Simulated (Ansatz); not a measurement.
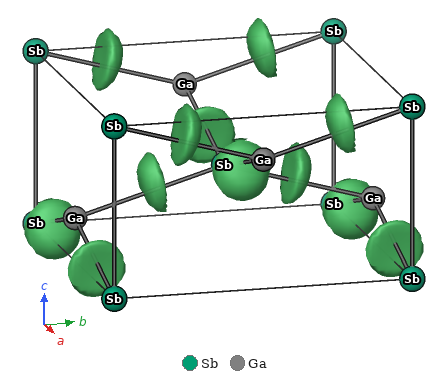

GaSb. Isosurface of the ELF at 0.55 (green), seen slightly off an axis. Only the valence region is drawn (cores and ρ < 0.01 e/Å³ removed). Sticks mark near contacts.

Space group I-4m2; a structure from a database of computed crystals, not necessarily the ambient phase.

These are results of Ansatz, Kohn-Sham DFT of a periodic cell, PBE, Ansatz PAW, not measurements.

### What do the ELF domains correspond to?

The surface consists of eight regions between bonded Ga–Sb atoms, counted in one cell of 4 atoms. Regions shared between cells count once.

Values along the shortest contacts:
Ga–Sb (2.87 Å): the ELF peaks at about 0.60 between the atoms. Sb–Sb (3.18 Å): the ELF is about 0.45 at the midpoint.

### Metal or insulator at this level of theory?

It is gapless in this calculation (a metal or semimetal).
